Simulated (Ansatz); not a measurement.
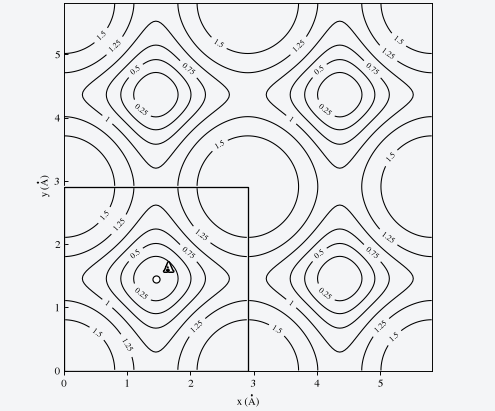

Si on a Ti(100) slab cut from the Fm-3m phase, its upper half relaxed before the scan (12 atoms of substrate and one adsorbate in a 2 × 2 cell). Si is moved over the surface cell; relaxed at each place: the height of the adsorbate's atoms; substrate rigid; the origin of the map has the adsorbate above Ti9. Places are given modulo a cell vector. The map is drawn in real space over the plane of the surface. The scan uses a 6 × 6 grid; 10 points were computed and 26 follow by symmetry. Places are given in fractions of the 1 × 1 surface cell. Energies: eV, counted from the lowest grid point. These are results of Ansatz, DFT PBE, scalar-relativistic, plane waves, PAW, not measurements. Settings: cutoff 420 eV, k-mesh 5×5×1, gaussian smearing 0.1 eV, no spin polarisation.

The picture shows contour lines labelled in eV, the outline of one cell of the 2 × 2 shown, the point A. Between grid points the surface is interpolated.

Find the lowest pass out of the well at A.

The easiest path leads from the well at a fourfold hollow over a second-layer Ti atom, (3/6, 3/6) of the cell vectors to its copy one period on. Its highest point lies about 1.1 eV above the bottom of the first well on the interpolated surface, at a bridge site between two Ti atoms, (0/6, 3/6) of the cell vectors. This is the barrier on the constrained surface; relaxing the other coordinates would change it.

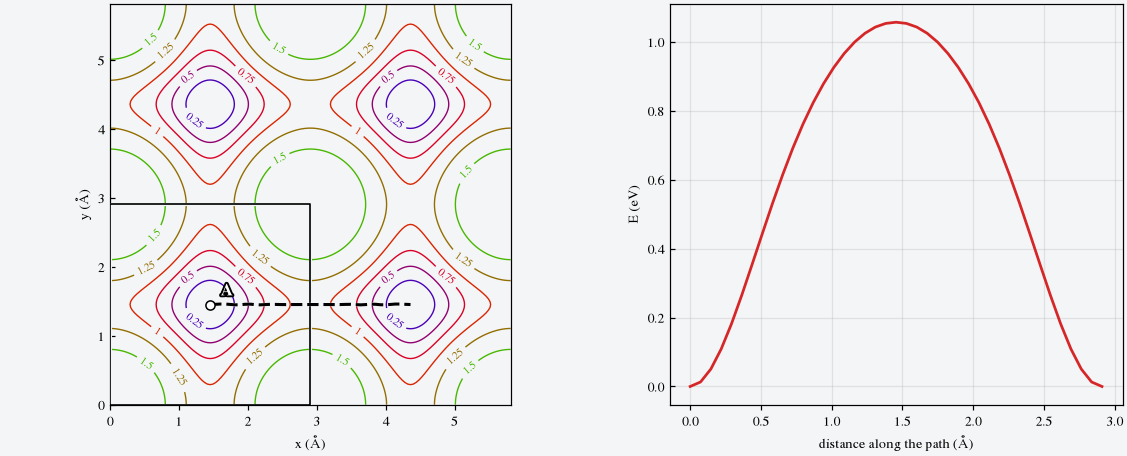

Drawn: contour lines labelled in eV, a line along the lowest path, the outline of one cell of the 2 × 2 shown, the energy along the path at the right. Between grid points the surface is interpolated.

PAW datasets: the set soft_1.
